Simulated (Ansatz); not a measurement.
BeSe

Input

```
crystal:
  lattice:
    - [0.0239710511, 2.5791960718, 2.5791960718]
    - [2.5791960718, 0.0239710511, 2.5791960718]
    - [2.5791960718, 2.5791960718, 0.0239710511]
  atoms:
    - { symbol: Be, position: [0.00048418, 0.00048418, 0.00048418] }
    - { symbol: Se, position: [0.24951582, 0.24951582, 0.24951582] }
kpoints:
  mp_grid: { grid: [8, 8, 8] }
  band_path:
    path:
      - [0.0, 0.0, 0.0]
      - [-0.5, -0.5, 0.0]
      - [-0.375, -0.375, 0.25]
      - [-0.375, 0.0, 0.375]
      - [0.0, 0.0, 0.5]
      - [-0.5, -0.25, 0.25]
      - [0.0, 0.5, 0.5]
    npoints: 1
hamiltonian:
  xc: r2scan
scf:
  occupations: { method: fixed }
  n_extra_bands: 4
output:
  forces: true
  stress: true
  eigenvalues: true
  write_density: true
  write_potential: true
  elf: true
  volumetric_format: npy
```

Run with:

```sh
ansatz run input.yaml --threads 2 --pin off --max-ram 20275MiB --backend cpu --events-out ev --progress --plain --runs-dir out
```

Below, planes, directions and counts refer to the conventional cell (a = 3.61 Å, b = 3.61 Å, c = 8.98 Å, α = 90.00°, β = 90.00°, γ = 120.00°).

Space group R3m; started from the zincblende prototype, which need not be the ambient phase; changed on purpose from its base cell (epitaxial 111 strain -1.0%).

Theory: DFT, r2SCAN, plane waves, PAW (Ansatz).

Question: What will maps of the valence pseudo-density and electron localisation function show?

Answer: Be–Se (2.24 Å): the density is about 0.6 e/Å³ at the midpoint; the ELF peaks at about 0.90 between the atoms; a shared but strongly polarised pair.

Question: Metal or insulator at this level of theory?

Answer: It is gapped, with a Kohn–Sham gap of 3.0 eV on the k-point mesh (the band edges may lie off the mesh, which would make the gap smaller).

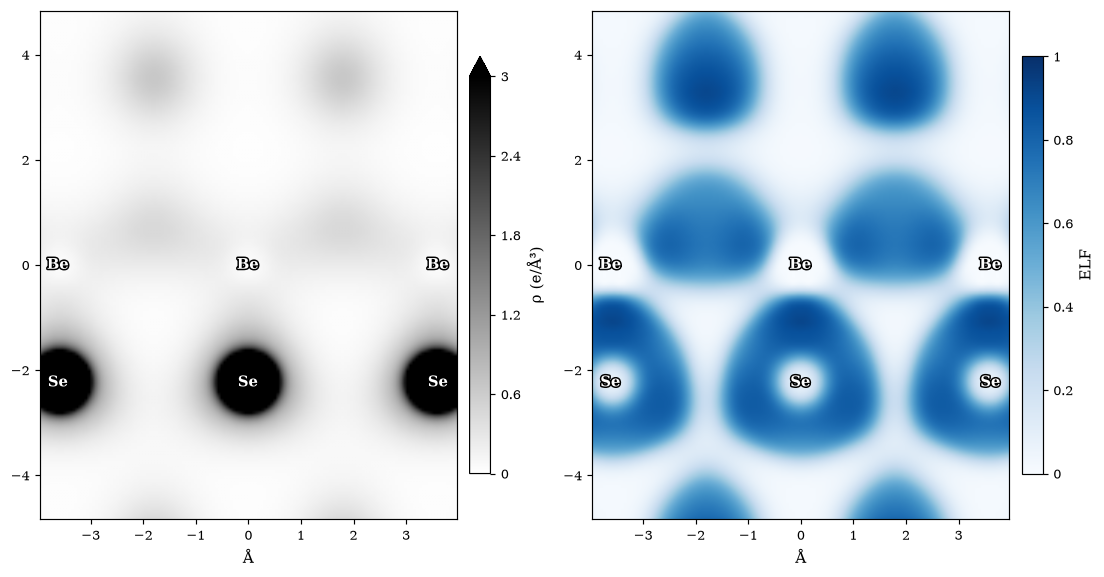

Computed valence pseudo-density and electron localisation function on the (100) plane of the conventional cell, in this order. 

In a PAW calculation such maps are meaningful between the atoms, not at the nuclei.
